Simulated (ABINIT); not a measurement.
## GaAs: single-point calculation

System: GaAs (2 atoms in the cell).
Method: Kohn-Sham DFT of a periodic cell, PBE, JTH PAW PBE v2.0, no spin polarisation (ABINIT 10.8.3).

The structure derives from an entry of the Crystallography Open Database. The geometry was changed: uniaxial strain of -1 %.

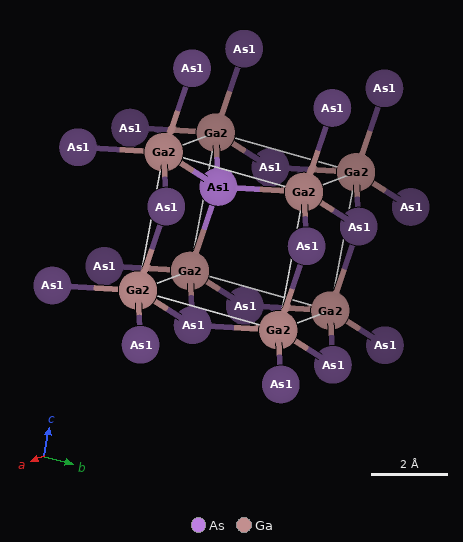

Figure 1. The structure as given in the input (ball-and-stick view of the reduced cell, seen slightly off an axis; neighbours outside the cell are drawn fainter; atoms are numbered from 1 in the order of the input). An atom can appear more than once, as a periodic image. Near neighbours in the periodic cell (some may lie outside the picture): As has 4 Ga at 2.44 Å; Ga has 4 As at 2.44 Å.

**Summary**

| quantity | value |
| --- | --- |
| outcome | converged |
| space group (tolerance 0.01 Å) | I-4m2 (119) |
| electrons treated | 28 |
| free energy | −5251.0147 eV |
| Fermi energy | 4.829 eV |
| gap on the k-point mesh | 0.55 eV |
| pressure | 3.99 GPa |
| largest force (length of the vector) | under 0.001 eV/Å |
| hardware | 1 thread of Arm Neoverse V1, 24 GiB of memory available, shared host |
| wall time | 42 s |
| peak memory | 0.12 GiB |

**The input**
```
# Pseudopotentials
pp_dirpath "./"
pseudos "As.GGA_PBE-JTH.xml, Ga.GGA_PBE-JTH.xml"

# Structure
acell 3.9778309837 3.9778309837 3.9977696088 Angstrom
rprim
     0.0000000000     0.7106511090     0.7035445979
     0.7106511090     0.0000000000     0.7035445979
     0.7071067812     0.7071067812     0.0000000000
ntypat 2
znucl 33 31
natom 2
typat 1 2
xcart
     8.0129584431     8.0129584431     7.9328288587
     0.0000000000     0.0000000000     0.0000000000
chkprim 0
chksymtnons 0
tolsym 1.0e-6

# Plane-wave basis
ecut 462.593566 eV
pawecutdg 34.0
pawxcdev 0

# k points
kptopt 1
ngkpt 8 8 8
nshiftk 1
shiftk 0.0 0.0 0.0

# Exchange and correlation
ixc 11

# Bands and occupations
nband 18
occopt 3
tsmear 0.05 eV

# SCF cycle
nstep 100
tolvrs 1.0e-9

# Output
iomode 3
prtwf 0
prteig 0
prtebands 0
enunit 1
prtden 1
prtvha 1
prtvclmb 1
prtpot 1
```

Launch command:
```bash
abinit run.abi > log 2>&1
```

**What the program printed**
```
.Version 10.8.3 of ABINIT
 Symmetries : space group I-4 m 2 (#119); Bravais tI (body-center tetrag.)
================================================================================
 Values of the parameters that define the memory need of the present run
     intxc =       0    ionmov =       0      iscf =      17    lmnmax =      18
     lnmax =       6     mgfft =      30  mpssoang =       3    mqgrid =    3001
     natom =       2  nloc_mem =       2    nspden =       1   nspinor =       1
    nsppol =       1      nsym =       8    n1xccc =       1    ntypat =       2
    occopt =       3   xclevel =       2
       mpw =        1028          nfft =       27000          nkpt =          59
 PAW method is used; the additional fine FFT grid is defined by:
   mgfftf=        40    nfftf =     64000
================================================================================
================================================================================

--------------------------------------------------------------------------------
------------- Echo of variables that govern the present computation ------------
--------------------------------------------------------------------------------
 -outvars: echo values of preprocessed input variables --------
            acell      7.5170111343E+00  7.5170111343E+00  7.5546896751E+00 Bohr
              amu      7.49215900E+01  6.97230000E+01
          chkprim           0
      chksymtnons           0
             ecut      1.70000000E+01 Hartree
           enunit           1
                       outvar_i_n : Printing only first  50 k-points.
              ixc          11
                       outvar_i_n : Printing only first  50 k-points.
         kptrlatt        8    0    0      0    8    0      0    0    8
          kptrlen      6.01360891E+01
            natom           2
            nband          18
            ngfft          30      30      30
          ngfftdg          40      40      40
             nkpt          59
            nstep         100
             nsym           8
           ntypat           2
                       prtocc : prtvol=0, do not print more k-points.
           occopt           3
        pawecutdg      3.40000000E+01 Hartree
         pawxcdev           0
        prtebands           0
           prteig           0
           prtpot           1
         prtvclmb           1
           prtvha           1
            prtwf           0
            rprim      0.0000000000E+00  7.1065110900E-01  7.0354459790E-01
                       7.1065110900E-01  0.0000000000E+00  7.0354459790E-01
                       7.0710678120E-01  7.0710678120E-01  0.0000000000E+00
          spgroup         119
           tolsym      1.00000000E-06
           tolvrs      1.00000000E-09
           tsmear      1.83746611E-03 Hartree
            typat      1  2
           useylm           1
                       outvars : Printing only first  50 k-points.
           xangst      4.2402749971E+00  4.2402749971E+00  4.1978722472E+00
                      -2.9043865002E-09 -2.9043862648E-09 -2.7422579905E-09
            xcart      8.0129584431E+00  8.0129584431E+00  7.9328288587E+00
                      -5.4884950492E-09 -5.4884946044E-09 -5.1821165686E-09
             xred      7.4999999951E-01  7.4999999951E-01  7.4999999946E-01
                      -4.8993709090E-10 -4.8993717416E-10 -5.3749141249E-10
            znucl       33.00000   31.00000

================================================================================

 chkinp: Checking input parameters for consistency.

================================================================================
== DATASET  1 ==================================================================

--- !DatasetInfo
iteration_state: {dtset: 1, }
dimensions: {natom: 2, nkpt: 59, mband: 18, nsppol: 1, nspinor: 1, nspden: 1, mpw: 1028, }
cutoff_energies: {ecut:  17.0, pawecutdg:  34.0, }
electrons: {nelect:   2.80000000E+01, charge:   0.00000000E+00, occopt:   3.00000000E+00, tsmear:   1.83746611E-03, }
meta: {optdriver: 0, ionmov: 0, optcell: 0, iscf: 17, paral_kgb: 0, }
...

 Exchange-correlation functional for the present dataset will be:
  GGA: Perdew-Burke-Ernzerhof functional - ixc=11
  J.P.Perdew, K.Burke, M.Ernzerhof, PRL 77, 3865 (1996)

 Real(R)+Recip(G) space primitive vectors, cartesian coordinates (Bohr,Bohr^-1):
 R(1)=  0.0000000  5.3419723  5.2885526  G(1)= -0.0935984  0.0935984  0.0945438
 R(2)=  5.3419723  0.0000000  5.2885526  G(2)=  0.0935984 -0.0935984  0.0945438
 R(3)=  5.3419723  5.3419723  0.0000000  G(3)=  0.0935984  0.0935984 -0.0945438
 Unit cell volume ucvol=  3.0183534E+02 bohr^3
 Angles (23,13,12)=  5.98340510E+01  5.98340510E+01  6.03318981E+01 degrees

 Coarse grid specifications (used for wave-functions):

 getcut: wavevector=  0.0000  0.0000  0.0000  ngfft=  30  30  30
         ecut(hartree)=     17.000   => boxcut(ratio)=   2.14194

 Fine grid specifications (used for densities):

 getcut: wavevector=  0.0000  0.0000  0.0000  ngfft=  40  40  40
         ecut(hartree)=     34.000   => boxcut(ratio)=   2.01715

--- Pseudopotential description ------------------------------------------------
- pspini: atom type   1  psp file is ./As.GGA_PBE-JTH.xml
 Pseudopotential format is: paw10
 basis_size (lnmax)=  6 (lmn_size= 18), orbitals=   0   0   1   1   2   2
 Spheres core radius: rc_sph= 2.10391912
 Shapefunction is BESSEL type: shapef(r,l)=aa(1,l)*jl(q(1,l)*r)+aa(2,l)*jl(q(2,l)*r)
 Radius for shape functions =  1.70360438
 Compensation charge density is not taken into account in XC energy/potential

- pspini: atom type   2  psp file is ./Ga.GGA_PBE-JTH.xml
 Pseudopotential format is: paw10
 basis_size (lnmax)=  6 (lmn_size= 18), orbitals=   0   0   1   1   2   2
 Spheres core radius: rc_sph= 2.10359248
 Shapefunction is BESSEL type: shapef(r,l)=aa(1,l)*jl(q(1,l)*r)+aa(2,l)*jl(q(2,l)*r)
 Radius for shape functions =  1.80829011
 Compensation charge density is not taken into account in XC energy/potential

   1.31748582E+03                                ecore*ucvol(ha*bohr**3)
--------------------------------------------------------------------------------

================================================================================

--- !BeginCycle
iteration_state: {dtset: 1, }
solver: {iscf: 17, nstep: 100, nline: 4, wfoptalg: 10, }
tolerances: {tolvrs: 1.00E-09, }
...

     iter   Etot(hartree)      deltaE(h)  residm     nres2
 ETOT  1  -192.21433503193    -1.922E+02 2.304E+01 1.447E+00
 ETOT  2  -192.97292992337    -7.586E-01 3.232E-02 4.431E-01
 ETOT  3  -192.97116758788     1.762E-03 9.364E-03 6.488E-02
 ETOT  4  -192.97114148462     2.610E-05 3.378E-03 1.031E-02
 ETOT  5  -192.97118374062    -4.226E-05 4.132E-04 3.701E-03
 ETOT  6  -192.97122611438    -4.237E-05 2.671E-04 3.350E-04
 ETOT  7  -192.97122973407    -3.620E-06 2.222E-05 6.291E-05
 ETOT  8  -192.97123125650    -1.522E-06 1.835E-05 3.781E-06
 ETOT  9  -192.97123128319    -2.669E-08 1.299E-06 2.071E-07
 ETOT 10  -192.97123128929    -6.099E-09 1.122E-06 2.317E-08
 ETOT 11  -192.97123128942    -1.363E-10 7.386E-08 4.338E-09
 ETOT 12  -192.97123128945    -2.663E-11 6.089E-08 4.369E-10

 At SCF step   12       nres2   =  4.37E-10 < tolvrs=  1.00E-09 =>converged.

 Cartesian components of stress tensor (hartree/bohr^3)
  sigma(1 1)= -1.29220022E-04  sigma(3 2)=  1.96613275E-13
  sigma(2 2)= -1.29220022E-04  sigma(3 1)=  1.96616739E-13
  sigma(3 3)= -1.48873985E-04  sigma(2 1)= -3.89295607E-13

--- !ResultsGS
iteration_state: {dtset: 1, }
comment   : Summary of ground state results
lattice_vectors:
- [  0.0000000,   5.3419723,   5.2885526, ]
- [  5.3419723,   0.0000000,   5.2885526, ]
- [  5.3419723,   5.3419723,   0.0000000, ]
lattice_lengths: [   7.51701,    7.51701,    7.55469, ]
lattice_angles: [ 59.834,  59.834,  60.332, ] # degrees, (23, 13, 12)
lattice_volume:   3.0183534E+02
convergence: {deltae: -2.663E-11, res2:  4.369E-10, residm:  6.089E-08, diffor: null, }
etotal    :  -1.92971231E+02
entropy   :   0.00000000E+00
fermie    :   1.77455562E-01
cartesian_stress_tensor: # hartree/bohr^3
- [ -1.29220022E-04,  -3.89295607E-13,   1.96616739E-13, ]
- [ -3.89295607E-13,  -1.29220022E-04,   1.96613275E-13, ]
- [  1.96616739E-13,   1.96613275E-13,  -1.48873985E-04, ]
pressure_GPa:   3.9945E+00
xred      :
- [  7.5000E-01,   7.5000E-01,   7.5000E-01, As]
- [ -4.8994E-10,  -4.8994E-10,  -5.3749E-10, Ga]
cartesian_forces: # hartree/bohr
- [  5.29257234E-28,  -5.29257234E-28,  -5.34603267E-28, ]
- [ -5.29257234E-28,   5.29257234E-28,   5.34603267E-28, ]
force_length_stats: {min:   9.19797311E-28, max:   9.19797311E-28, mean:   9.19797311E-28, }
...

 Integrated electronic density in atomic spheres:
 ------------------------------------------------
 Atom  Sphere_radius  Integrated_density
    1        2.10392         12.72779667
    2        2.10359         11.07596334

================================================================================

 ----iterations are completed or convergence reached----

 Mean square residual over all n,k,spin=   99.045E-12; max=  60.891E-09
 reduced coordinates (array xred) for    2 atoms
       0.749999999510      0.749999999510      0.749999999463
      -0.000000000490     -0.000000000490     -0.000000000537
 rms dE/dt=  1.3597E-26; max dE/dt=  1.7771E-26; dE/dt below (all hartree)
    1       0.000000000000     -0.000000000000      0.000000000000
    2       0.000000000000     -0.000000000000      0.000000000000

 cartesian coordinates (angstrom) at end:
    1      4.24027499712465     4.24027499712465     4.19787224716981
    2     -0.00000000290439    -0.00000000290439    -0.00000000274226

 cartesian forces (hartree/bohr) at end:
    1      0.00000000000000    -0.00000000000000    -0.00000000000000
    2     -0.00000000000000     0.00000000000000     0.00000000000000
 frms,max,avg= 5.3104522E-28 5.3460327E-28   0.000E+00  0.000E+00  0.000E+00 h/b

 cartesian forces (eV/Angstrom) at end:
    1      0.00000000000000    -0.00000000000000    -0.00000000000000
    2     -0.00000000000000     0.00000000000000     0.00000000000000
 frms,max,avg= 2.7307443E-26 2.7490405E-26   0.000E+00  0.000E+00  0.000E+00 e/A
 length scales=  7.517011134343  7.517011134343  7.554689675109 bohr
              =  3.977830983700  3.977830983700  3.997769608800 angstroms
 Fermi (or HOMO) energy (eV) =   4.82881   Average Vxc (eV)=  -9.08674
 Eigenvalues (   eV  ) for nkpt=  59  k points:
 kpt#   1, nband= 18, wtk=  0.00195, kpt=  0.0000  0.0000  0.0000 (reduced coord)
 -30.64841  -30.64760  -30.64760  -30.64007  -30.63901  -10.30696  -10.30696  -10.30427
 -10.22750  -10.22580   -8.29604    4.48497    4.48497    4.54203    5.08807    8.22672
   8.25359    8.25359
 prteigrs : prtvol=0 or 1, do not print more k-points.

--- !EnergyTerms
iteration_state     : {dtset: 1, }
comment             : Components of total free energy in Hartree
kinetic             :  8.87997087837988E+00
hartree             :  6.15500659012724E+01
xc                  : -3.76945118826942E+00
Ewald energy        : -9.95107479786038E+01
psp_core            :  4.36491573127348E+00
local_psp           : -1.62575937058042E+02
PAW spherical_terms : -1.91004765073960E+00
internal            : -1.92971231364729E+02
'-kT*entropy'       : -5.45718289834577E-07
total_energy        : -1.92971231910447E+02
total_energy_eV     : -5.25101472587795E+03
...

--- !EnergyTermsDC
iteration_state     : {dtset: 1, }
comment             : '"Double-counting" decomposition of free energy'
band_energy         : -1.52770272045317E+01
Ewald energy        : -9.95107479786038E+01
psp_core            :  4.36491573127348E+00
xc_dc               : -6.04935220778635E+01
PAW spherical_terms : -2.20548492140052E+01
internal            : -1.92971230743731E+02
'-kT*entropy'       : -5.45718289834577E-07
total_energy_dc     : -1.92971231289449E+02
total_energy_dc_eV  : -5.25101470897973E+03
...

--- !EnergyTermsWithPAWCore
iteration_state     : {dtset: 1, }
comment             : 'Components of total free energy, including PAW core contributions'
Total energy        : -4.20504570949964E+03
Total energy DC     : -4.20504570887865E+03
Total energy (eV)   : -1.14425122983200E+05
Total energy DC (eV): -1.14425122966302E+05
...

 Cartesian components of stress tensor (hartree/bohr^3)
  sigma(1 1)= -1.29220022E-04  sigma(3 2)=  1.96613275E-13
  sigma(2 2)= -1.29220022E-04  sigma(3 1)=  1.96616739E-13
  sigma(3 3)= -1.48873985E-04  sigma(2 1)= -3.89295607E-13

-Cartesian components of stress tensor (GPa)         [Pressure=  3.9945E+00 GPa]
- sigma(1 1)= -3.80178432E+00  sigma(3 2)=  5.78456227E-09
- sigma(2 2)= -3.80178432E+00  sigma(3 1)=  5.78466418E-09
- sigma(3 3)= -4.38002385E+00  sigma(2 1)= -1.14534722E-08

== END DATASET(S) ==============================================================
================================================================================

 -outvars: echo values of variables after computation  --------
            acell      7.5170111343E+00  7.5170111343E+00  7.5546896751E+00 Bohr
           etotal     -1.9297123129E+02
            fcart      5.2925723423E-28 -5.2925723423E-28 -5.3460326691E-28
                      -5.2925723423E-28  5.2925723423E-28  5.3460326691E-28
            rprim      0.0000000000E+00  7.1065110900E-01  7.0354459790E-01
                       7.1065110900E-01  0.0000000000E+00  7.0354459790E-01
                       7.0710678120E-01  7.0710678120E-01  0.0000000000E+00
           strten     -1.2922002248E-04 -1.2922002248E-04 -1.4887398481E-04
                       1.9661327538E-13  1.9661673906E-13 -3.8929560716E-13
           xangst      4.2402749971E+00  4.2402749971E+00  4.1978722472E+00
                      -2.9043865002E-09 -2.9043862648E-09 -2.7422579905E-09
             xred      7.4999999951E-01  7.4999999951E-01  7.4999999946E-01
                      -4.8993709090E-10 -4.8993717416E-10 -5.3749141249E-10
 Calculation completed.
```
